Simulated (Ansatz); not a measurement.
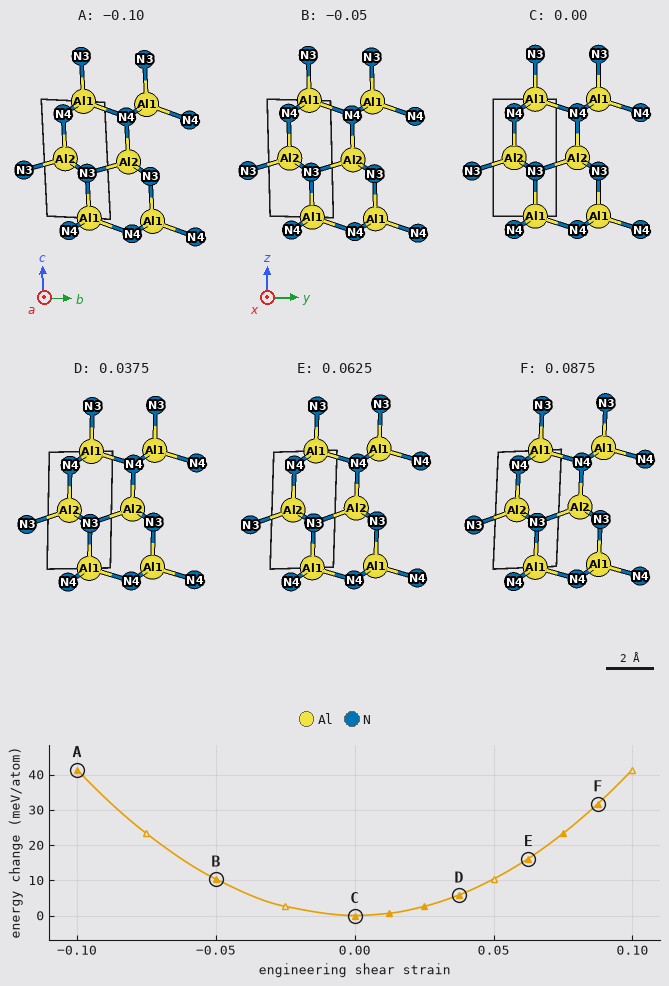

A crystal of AlN (P6_3mc): the cell is strained in shear in the yz plane, with the atoms kept at their fractional coordinates. x, y and z are the Cartesian axes of the input. The lettered frames are marked on the plot. Hollow markers are points alike by symmetry, not computed again. Style: ball-and-stick. Shown: the cell of the calculation, repeated 2 × 2 × 1 with one cell outlined, along the a axis.

Theory: Ansatz 0.2.0, DFT PBEsol, scalar-relativistic, plane waves, PAW. Settings: plane-wave cutoff 420 eV; k-point mesh 9 × 9 × 6; occupations gaussian; smearing width 0.05 eV; no spin polarisation. Energies (free energies at the smearing named) are counted from the cell as listed in its source, which wasn't relaxed.

What does the scan show?

Answer. The lowest computed point lies at the strain 0.00 (0.0 meV/atom). The curvature at zero strain, (1/V) d²E/dε², is about 130 GPa; it is C₄₄ with clamped ions. The distortion takes the space group from P6_3mc to Cm. At the strain −0.10 the cell of the drawing goes b 3.111 → 3.114 Å, c 4.978 → 4.984 Å, α 90.0° → 95.0°.

The computed points:

```
engineering shear strain  energy change (meV/atom)
                 −0.1000                      41.4
                 −0.0750                      23.3
                 −0.0500                      10.3
                 −0.0250                       2.6
                  0.0000                       0.0
                  0.0125                       0.6
                  0.0250                       2.6
                  0.0375                       5.8
                  0.0500                      10.3
                  0.0625                      16.2
                  0.0750                      23.3
                  0.0875                      31.7
                  0.1000                      41.4
```

Points that are alike by symmetry were computed once.
